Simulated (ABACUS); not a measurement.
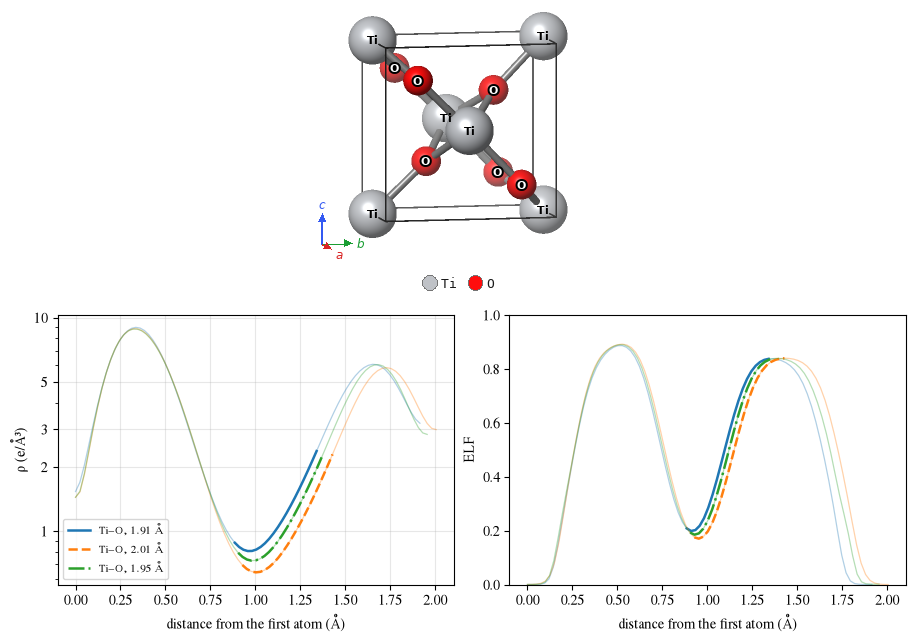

The picture shows: TiO2. Valence charge density (pseudo) and ELF along straight lines between neighbouring atoms. Thin, pale parts lie inside the atomic spheres. The structure is drawn too.

Space group P1; a structure from a database of computed crystals, not necessarily the ambient phase; changed on purpose from its base cell (atoms moved at random by about 0.05 A); not relaxed (largest force 0.9 eV/Å); computed pressure about −3 GPa in this cell.

Level of theory: ABACUS 3.10.1, Kohn-Sham DFT of a periodic cell, PBEsol, PseudoDojo NC SR 0.4.1 PBEsol standard.

In a pseudopotential calculation such maps are meaningful between the atoms, not at the nuclei.

Q: Compare the contacts.

A: Ti–O (1.91 Å): the density is about 0.81 e/Å³ at the midpoint; the ELF peaks at about 0.85 in the valence shell of O, 0.6 Å from its nucleus, and is about 0.20 at the midpoint: no localised pair shows between them.
Ti–O (2.01 Å): the density is about 0.64 e/Å³ at the midpoint; the ELF peaks at about 0.85 in the valence shell of O, 0.6 Å from its nucleus, and is about 0.20 at the midpoint; no shared electron pair shows on this line.
Ti–O (1.95 Å): ρ is about 0.73 e/Å³ halfway; the ELF peaks at about 0.85 in the valence shell of O, 0.6 Å from its nucleus, and is about 0.20 at the midpoint; no localised pair shows between them.
